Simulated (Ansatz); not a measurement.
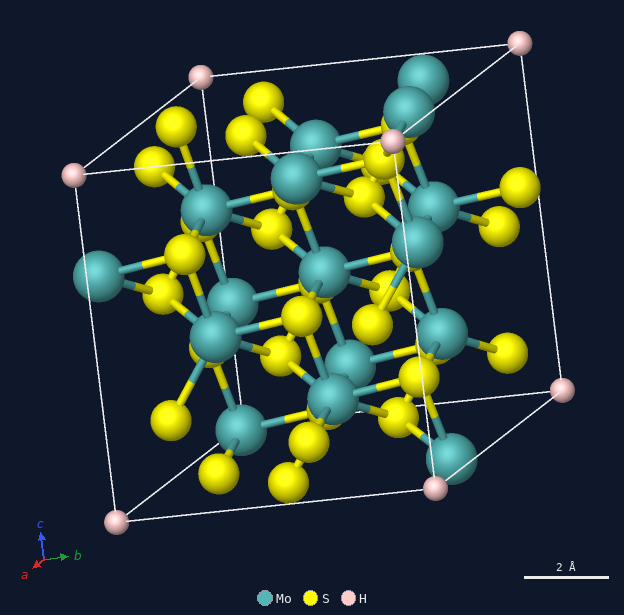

Drawn in the ball-and-stick manner and seen slightly off an axis. The lines enclose the simulation cell; boundary atoms appear with their images. Cell: a = 9.965 Å, b = 9.965 Å, c = 9.965 Å, α = 70.38°, β = 70.38°, γ = 70.38°.

- Formula: Mo$_{13}$HS$_{26}$.
- Space group: P1, with no symmetry beyond the lattice.
- Cell content 13 Mo, 1 H, 26 S; Z = 1.
- The Mo atoms are each bonded to six S in a trigonal prismatic arrangement at about 2.4 Å. H bonds to one S at about 1.4 Å. Not all metal-metal contacts are counted.
- The bonds build Mo13HS26 layers parallel to (111).

The structure was taken from a structure listed in the Materials Project, repeated into a supercell with a point defect put in. The atoms were relaxed in a fixed cell with DFT PBE, scalar-relativistic, plane waves, PAW in Ansatz 0.2.0.
